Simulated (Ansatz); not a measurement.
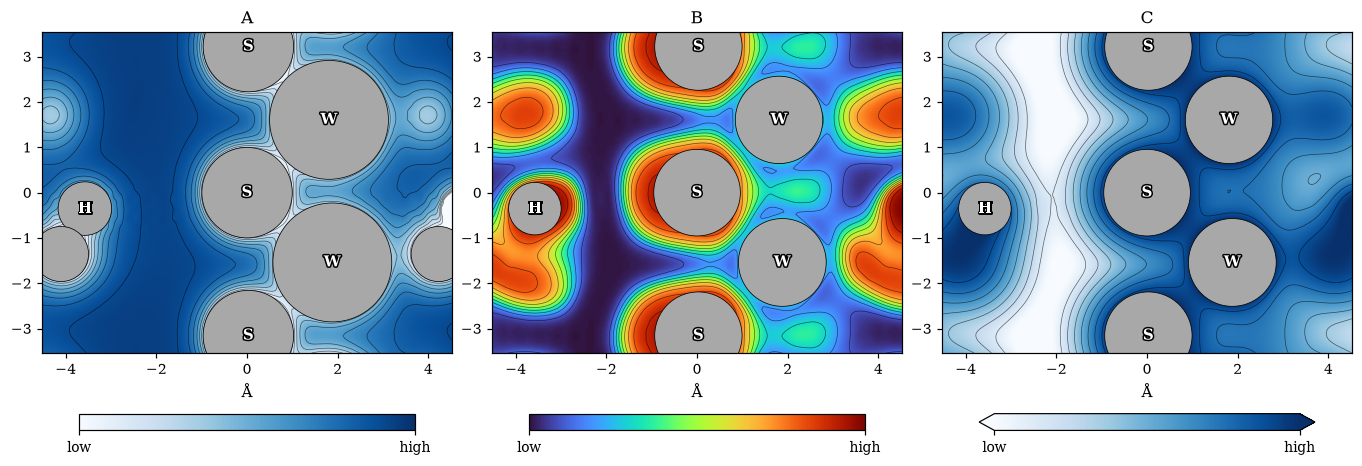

HW$_{4}$S$_{8}$ (cell charge −1, with a compensating background) (cell with a defect): 3 fields on the (110) plane of the calculation cell, with unlabelled colour scales. Grey discs cover the atomic cores.

Level of theory: DFT PBE, scalar-relativistic, plane waves, PAW (Ansatz).

> The panels show electron localisation function, electrostatic potential energy of an electron and valence pseudo-density in some order. Assign them.

Panel A: electrostatic potential energy of an electron (low next to the atoms, rising into the space between them). Panel B: electron localisation function. Panel C: valence pseudo-density. From the grid: W–S (2.41 Å): ρ is about 0.63 e/Å³ halfway; the ELF peaks at about 0.85 in the valence shell of S, 0.8 Å from its nucleus, and is about 0.50 at the midpoint. W–S (2.43 Å): ρ is about 0.6 e/Å³ halfway; the ELF peaks at about 0.85 in the valence shell of S, 0.8 Å from its nucleus, and is about 0.50 at the midpoint.
